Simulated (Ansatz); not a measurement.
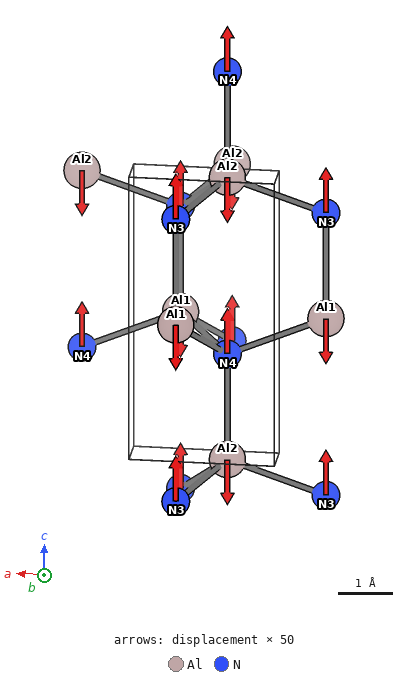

This is a relaxation of a crystal of AlN (a generated structure, set up in P6_3mc) (coarse preliminary run). The starting structure is drawn; red arrows show the displacements (the part carried along by the change of the cell is left out), magnified 50 times.

The picture is a ball-and-stick view of the cell of the calculation, seen from a free direction.

Case: B → Al, P → N on all its sites, cell and atoms relaxed.

The calculation used Ansatz 0.2.0, DFT PBE, scalar-relativistic, plane waves, PAW.

Input
```yaml
crystal:
  lattice:
    - [3.2103606777, 0.0, 0.0]
    - [-1.6051803389, 2.7802539022, 0.0]
    - [0.0, 0.0, 5.3232206527]
  atoms:
    - { symbol: Al, position: [0.6666666667, 0.3333333333, 0.5003791138] }
    - { symbol: Al, position: [0.3333333333, 0.6666666667, 0.0003791138] }
    - { symbol: "N", position: [0.6666666667, 0.3333333333, 0.8746208862] }
    - { symbol: "N", position: [0.3333333333, 0.6666666667, 0.3746208862] }
basis:
  ecutwfc: 420
kpoints:
  mp_grid: { grid: [6, 6, 4] }
hamiltonian:
  xc: pbe
scf:
  occupations: { method: gaussian, width: 0.1 }
output:
  forces: true
  stress: true
  eigenvalues: true
relax:
  adjacent_minimum: "off"
  f_tol: 0.05
  max_steps: 60
  cell: { stress_tol: 0.5 }
```

Launched with:
```bash
ansatz run input.yaml --threads 1 --pin off --max-ram 2560MiB --backend cpu --events-out ev --progress --plain --runs-dir out
```

> What happened in the run?

The largest moves relative to the cell, 0.018 Å, are those of Al1, Al2, N3 and N4. Al2 goes along −c. By element the largest moves are Al 0.018 Å, N 0.018 Å. The volume changes by −10.2 %, with a = b 3.210 → 3.132 Å (−2.4 %), c 5.323 → 5.023 Å (−5.6 %). Among the contacts that change: Al1–N3 1.992 → 1.915 Å, Al1–N4 1.971 → 1.904 Å. The space group stays P6_3mc (No. 186). After 3 accepted moves (4 points after the start) the energy has fallen by 77.6 meV per atom. The largest force component goes from 0.16 to 0.016 eV/Å. Pressure: −16.88 GPa at the start and −0.46 GPa at the end. The SCF was repeated once at an unchanged geometry on a basis and grid sized afresh for the cell, which shifted the energy by 1.9 meV per atom at most.
